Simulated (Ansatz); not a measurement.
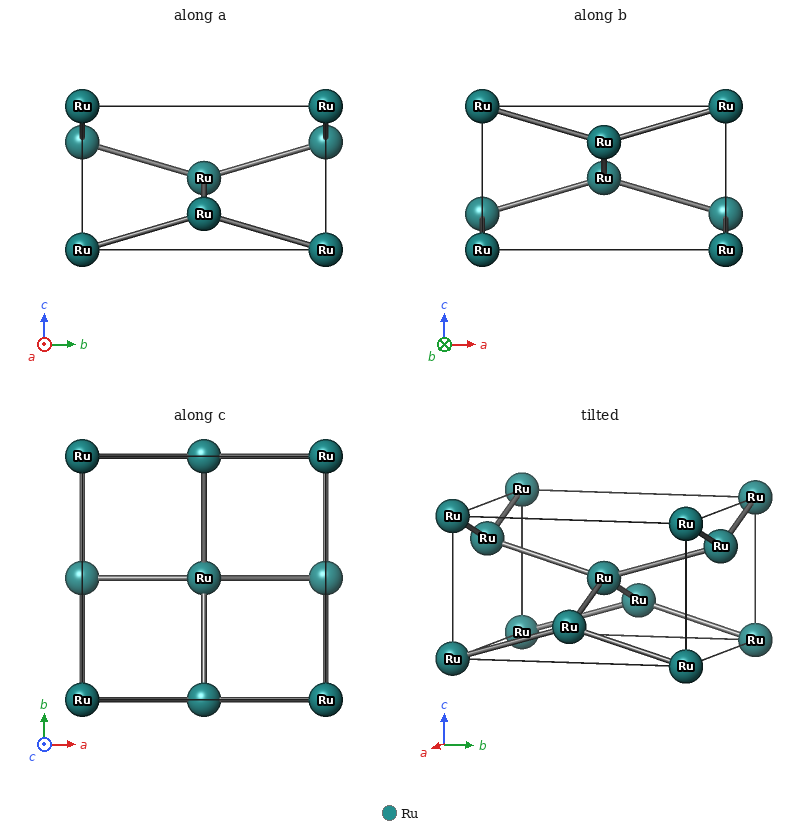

The crystal in a ball-and-stick representation, seen along the a axis, along the b axis, along the c axis and slightly off an axis. The frame is the conventional unit cell; atoms at its boundary are shown with their periodic copies.

Lattice parameters: a = 4.720 Å, b = 4.720 Å, c = 2.783 Å, α = 90.00°, β = 90.00°, γ = 90.00°. Put a along x and b in the xy plane.

Write the structure as a POSCAR file.

Answer.
```
Ru
1.0
     4.720    0.000    0.000
     0.000    4.720    0.000
     0.000    0.000    2.783
Ru
4
Direct
  0.0000 0.0000 0.0000
  0.0000 0.5000 0.2500
  0.5000 0.5000 0.5000
  0.5000 0.0000 0.7500
```

The structure was taken from a structure type filled with this element by a generator (whether the element takes this form wasn't checked). The structure drawn was relaxed with DFT PBE, scalar-relativistic, plane waves, PAW (Ansatz).
